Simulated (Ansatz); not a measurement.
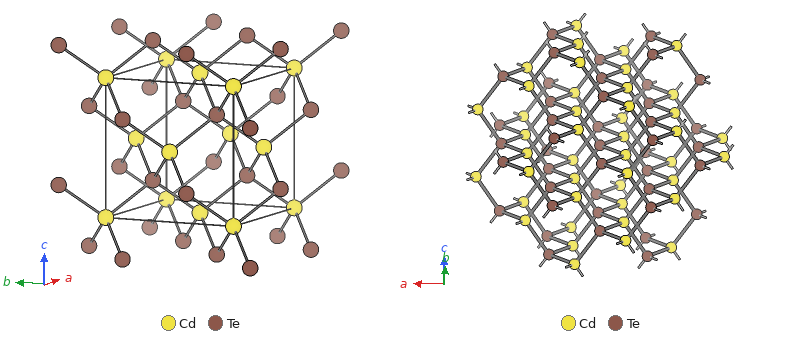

Left: the structure. Right: its underlying net. Nodes are coloured by element. Short stubs are edges that leave the cut-out.

CdTe (space group F-43m, No. 216). Coordinates: a calculation's input that goes back to an entry of the Crystallography Open Database (an earlier step may have relaxed or displaced it).

Bonds are taken as Cd–Te below 3.2 Å. The graph is simplified in the usual way: terminal and isolated atoms are pruned, two-connected atoms become edges.

The result is a uninodal 4-connected, three-periodic net: Cd and Te are 4-connected nodes. It is the dia net, known from diamond, zinc blende and cristobalite. It is a single net, without interpenetration.

| node | links | point symbol | coordination sequence |
| --- | --- | --- | --- |
| Cd and Te | 4 | 6⁶ | 4 12 24 42 64 92 124 162 |
